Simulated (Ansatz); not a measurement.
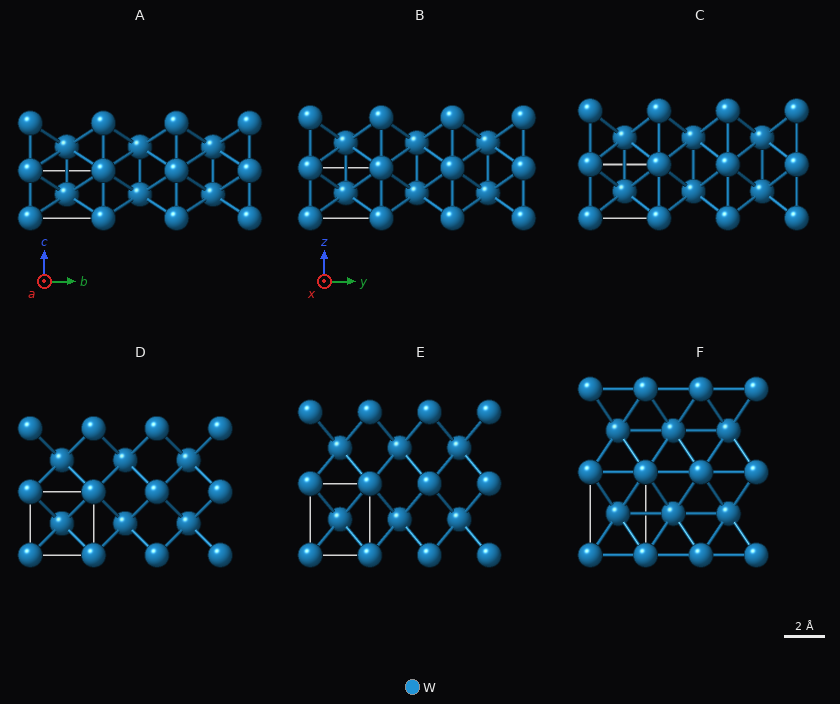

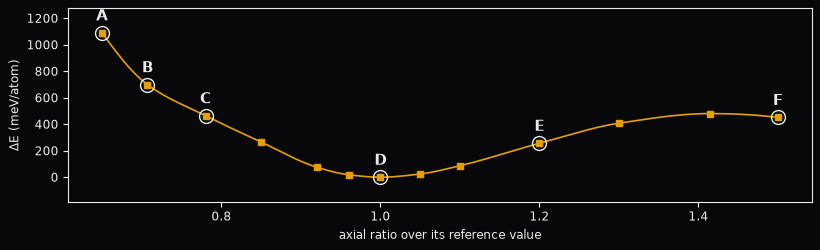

Solid W (Im-3m): the ratio of the cell's length along z to its lengths across, counted as 1 for the reference, is changed at fixed volume (a tetragonal or Bain path), with the atoms kept at their fractional coordinates. x, y and z are the Cartesian axes of the input. The lettered frames are marked on the plot. The picture is a ball-and-stick view of the conventional cell (2 times the calculation's cell), repeated 2 × 3 × 2 with one cell outlined, seen along the a axis. Lengths and directions refer to the drawn axes.

Method: DFT PBE, scalar-relativistic, plane waves, PAW in Ansatz. Set-up: plane-wave cutoff 420 eV; k-point mesh 24 × 24 × 24; occupations gaussian; smearing width 0.15 eV; no spin polarisation. Energies (free energies at the smearing named) are counted from the cell as listed in its source, which wasn't relaxed.

Question: What does the scan show?

Answer: Of the computed points the lowest is at the relative ratio 1.00, 0 meV/atom. A local maximum lies at 1.414 (481 meV/atom). The end points stand at 1090 meV/atom (0.65) and 451 meV/atom (1.50). The unrelaxed reference is under a pressure of −3.0 GPa. The distortion takes the space group from Im-3m to I4/mmm, except for Fm-3m at 1.414. At the relative ratio 1.50 the cell of the drawing goes a 3.195 → 2.791 Å, b 3.195 → 2.791 Å, c 3.195 → 4.186 Å.
